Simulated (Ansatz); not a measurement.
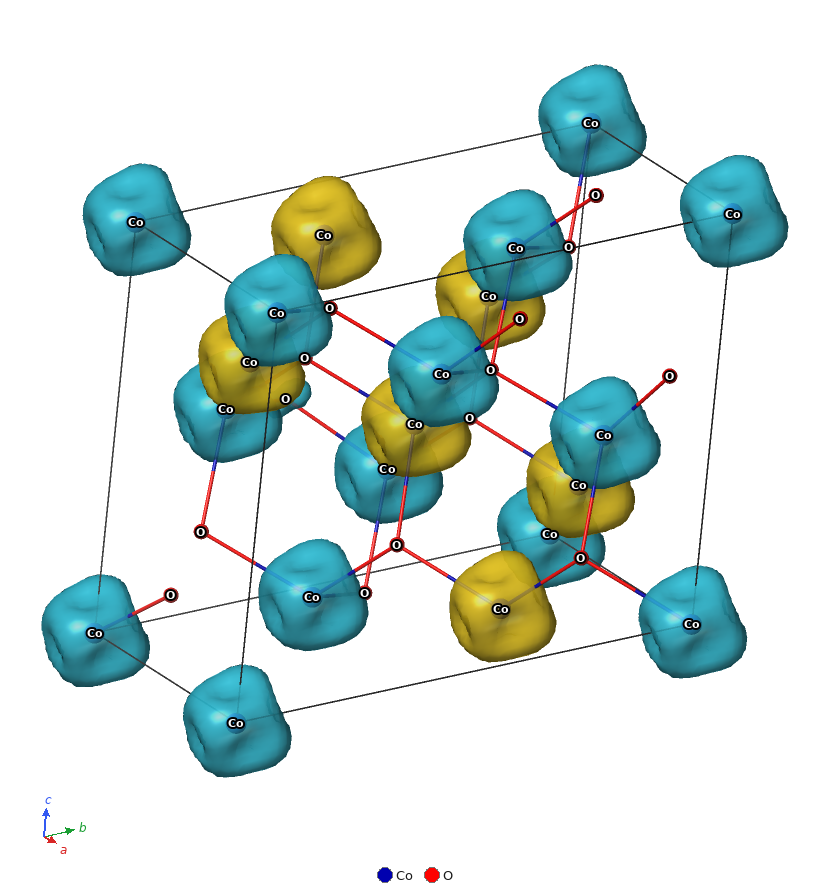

Figure. Co₁₃O₁₄ (cell with a defect). Isosurfaces of the spin density at +0.2 (yellow) and −0.2 e/Å³ (cyan), seen slightly off an axis. Sticks mark near contacts.

Hubbard U of 3.32 eV on Co d only; spin-polarised.

The calculation used Ansatz, DFT PBE+U, scalar-relativistic, plane waves, PAW.

Core electrons are frozen (PAW), and the valence fields are smoothed inside the atomic spheres.

Describe the spin distribution.

The spin density sits on Co: +2.3 μB (×6) and −2.4 μB (×7) in one cell of 27 atoms, with smaller moments on other sites: O (up to −0.14 μB). The cell of the calculation (27 atoms) carries 3.5 μB of net spin moment.
